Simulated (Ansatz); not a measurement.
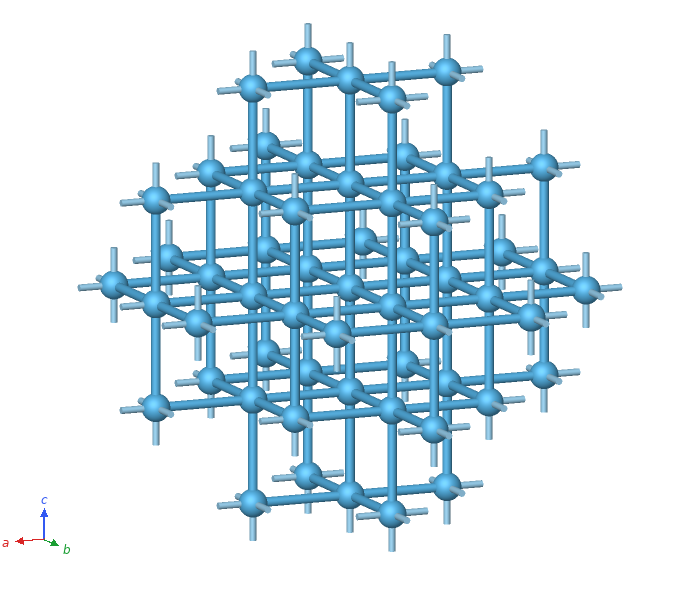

The picture shows a finite piece of the underlying net of a crystal structure, nodes on the atoms' positions. Nodes are coloured by topological kind. Short stubs are edges that leave the cut-out.

> Describe the net.

A uninodal 6-connected, three-periodic net. It is the pcu net, known from NaCl, ReO3 and the B-X framework of perovskite.

> Give point symbol and coordination sequence.

4¹²·6³, sequence 6, 18, 38, 66, 102.

Where the net comes from. ZnO (space group Fm-3m, No. 225): the geometry relaxed with DFT, HSE06, plane waves, PAW (Ansatz 0.2.0); the starting structure was generated, so it need not be a known form of this composition. Bonds are taken as O–Zn below 2.4 Å. Atoms with one bond or none are removed and atoms with two bonds are replaced by edges, until no such atom is left. Zn and O are 6-connected nodes.
